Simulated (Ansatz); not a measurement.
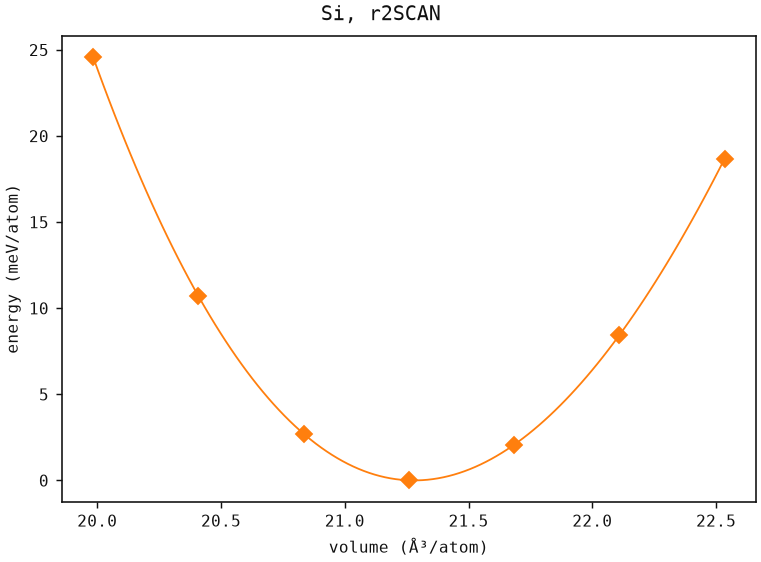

The figure shows the energy against volume for Si, space group I4/mmm (No. 139).

The given structure:
```
CELL_PARAMETERS angstrom
-3.32544 3.32544 1.92239
3.32544 -3.32544 1.92239
3.32544 3.32544 -1.92239
ATOMIC_POSITIONS crystal
Si 0.82120 0.17880 0.00000
Si 0.17880 0.82120 0.00000
Si 0.82120 0.82120 0.64240
Si 0.17880 0.17880 0.35760
```

Method: plane-wave DFT, no spin polarisation; energies at scaled volumes of the given cell, shape and fractions fixed, counted from the fit's minimum, third-order Birch-Murnaghan fit (Ansatz 0.2.0). Level: r2SCAN.

k mesh 8×8×8; occupations Fermi–Dirac; smearing width 0.05 eV; potentials Ansatz PAW; wave cutoff 500 eV; density cutoff 2000 eV.

From this curve and the settings, what does the calculation give for the pressure at the same points?

The pressure falls from 6.41 GPa at volume 19.98 Å³/atom to −4.53 GPa at 22.53 Å³/atom, and changes sign near 21.28 Å³/atom.

```json
{"volume (Å³/atom)": "19.98", "pressure (GPa)": "6.41"}
{"volume (Å³/atom)": "20.41", "pressure (GPa)": "4.08"}
{"volume (Å³/atom)": "20.83", "pressure (GPa)": "1.98"}
{"volume (Å³/atom)": "21.26", "pressure (GPa)": "0.09"}
{"volume (Å³/atom)": "21.68", "pressure (GPa)": "-1.62"}
{"volume (Å³/atom)": "22.11", "pressure (GPa)": "-3.15"}
{"volume (Å³/atom)": "22.53", "pressure (GPa)": "-4.53"}
```

Note: shape and atomic fractions are frozen while scaling, which makes layered, chain and framework solids too stiff.
